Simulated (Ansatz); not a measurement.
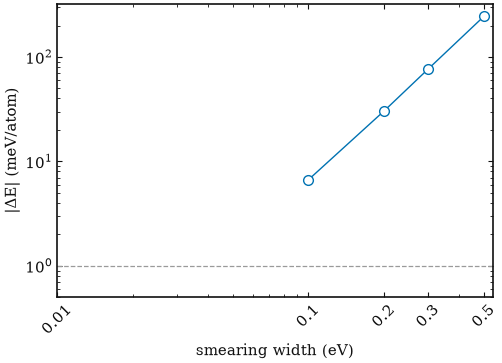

One cell, run at 5 values of the smearing width.
System: Hf₂Si (I4/mcm, 6 atoms in the cell).
Method: DFT PBEsol, scalar-relativistic, plane waves, PAW (Ansatz 0.2.0); cutoff 420 eV, 10×10×10 k-mesh, Fermi–Dirac smearing.
ΔE is the free energy less its value at the smallest setting, 0.01 eV.
Dashed lines or grey bands mark the tolerance: 1 meV/atom.
On logarithmic panels, open markers lie below the reference value and filled ones above.

### From which setting is the free energy converged to 1 meV/atom?

The free energy at the last setting but one, 0.1 eV, is still more than 1 meV/atom from the smallest setting's value, so the scan doesn't show it converged. It is off by 240 meV/atom at 0.5 eV, 30 meV/atom at 0.2 eV and 6.6 meV/atom at 0.1 eV (always below it). The free energy falls with the width because it holds the −TS term of the fractional occupations.
